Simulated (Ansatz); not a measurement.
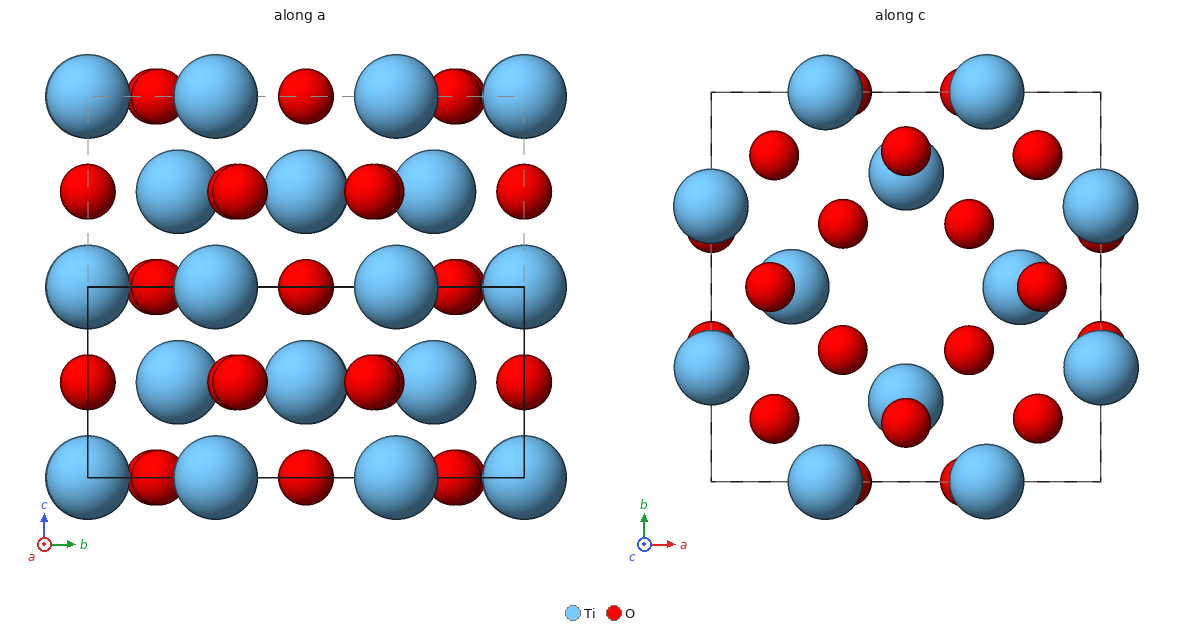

The figure gives a spheres-only picture of the atoms, viewed along the a axis and along the c axis. The solid frame is a single drawn cell (a repeat of the simulation cell) within a 1×1×2 block.

TiO2, a = 8.54 Å, b = 8.54 Å, c = 3.73 Å, α = 90.00°, β = 90.00°, γ = 90.00°.

Computational set-up: Ansatz, DFT r2SCAN, scalar-relativistic, plane waves, PAW, 500 eV cutoff, k-points about 0.23 Å⁻¹ apart, Gaussian smearing of 0.02 eV, no spin polarisation.

### Classify it as metallic or gapped, with the value.

A semiconductor at this level, with a gap of 2.04 eV.

### How far is the cell from zero pressure?

The computed pressure is 10.0 GPa (compressed: it would expand).

The model was built from a structure listed in the Materials Project. Earlier steps of the study, as a rule a relaxation of our own, may have changed the cell and positions, so they can lie some per cent off the listed ones. Ansatz was used for an electronic-structure calculation on it.

At this level of theory the run's own cell isn't at rest (compressed, at 10 GPa), so its distances can differ from those at equilibrium, the more so the softer the solid.
